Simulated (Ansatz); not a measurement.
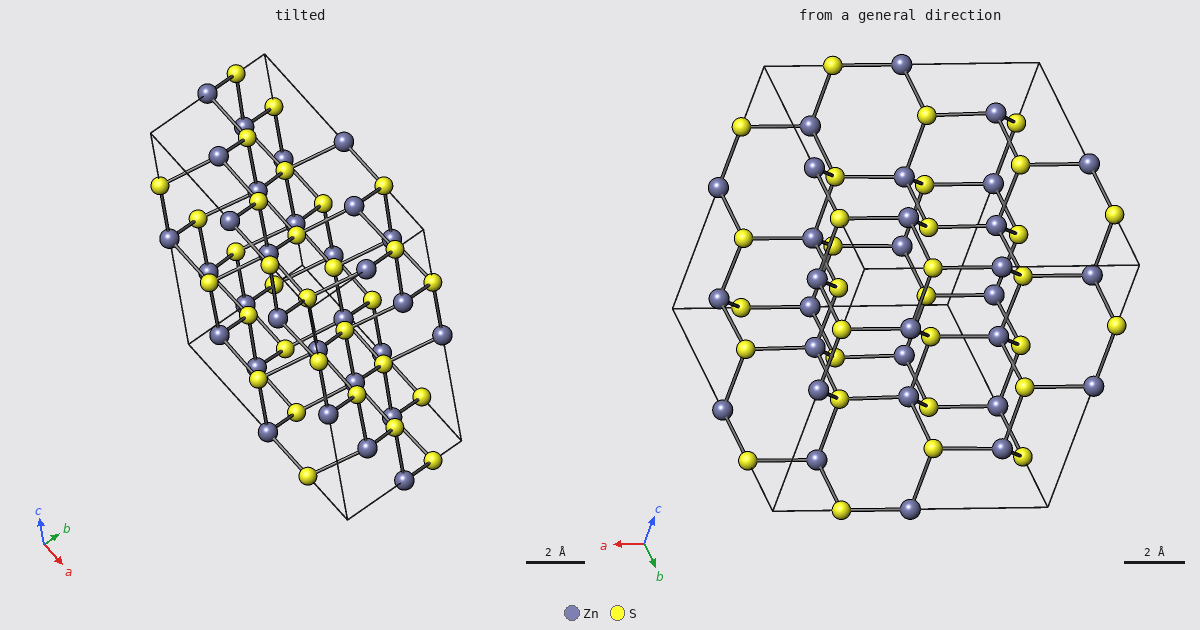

Ball-and-stick representation of a periodic structure, projected slightly off an axis and from a general direction. Lines trace the edges of the supercell. The host is ZnS, in a cell of 32 sites, and the cell is neutral.

### How does this supercell depart from the perfect host?

A zinc vacancy. Around the empty site lie four S at about 2.3 Å.

Method: DFT PBEsol, scalar-relativistic, plane waves, PAW (Ansatz 0.2.0); cutoff 420 eV, the zone sampled with 2×2×2 points, Gaussian smearing of 0.02 eV, collinear spins.

### Is the defect magnetic?

Yes, 2.0 μB in the cell.

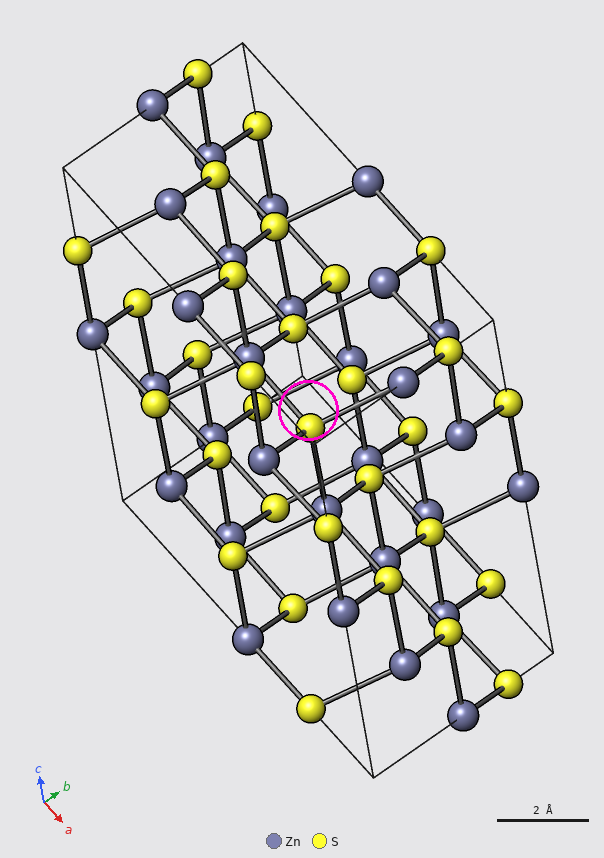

The same cell with a ring at the defect's site.

The atoms were relaxed in the host's cell with DFT PBEsol, scalar-relativistic, plane waves, PAW in Ansatz.
